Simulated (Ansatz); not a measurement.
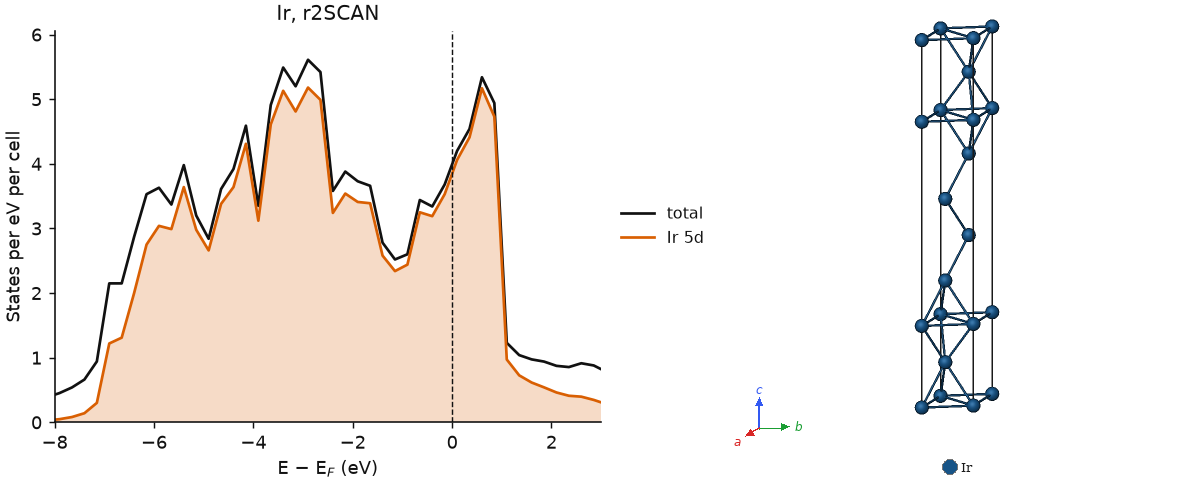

Density of states, beside the structure. Energies are counted from the Fermi level. The partial curves are projected on Löwdin-orthogonalised atomic shells.

The material is Ir, space group R-3m (No. 166), 3 atoms in the cell.

Computed with Ansatz 0.2.0: DFT with r2SCAN, PAW plane waves, no spin polarisation, 14×14×5 k mesh, 500 eV cutoff, Fermi-Dirac smearing of 0.1 eV.

**What is the density of states at the Fermi level?**

It is a metal. The density of states at the Fermi level is about 3.9 per eV and cell (mean within 0.25 eV), or 1.3 per atom.

**Which states dominate at the Fermi level?**

By projected weight, the states within 0.3 eV of the Fermi level are Ir 5d almost alone.

**Where is the centre of the Ir 5d band?**

Over the range shown, the centre of the Ir 5d weight lies 2.6 eV below the Fermi level, and about 80 % of the shell is filled.

The structure was built from a prototype or by substitution, so it need not be a known phase. The cell is at −33 GPa in this functional. Spin-orbit coupling is left out, which matters for Ir. The run has no spin polarisation, and a density of states this high at the Fermi level may favour a magnetic state.
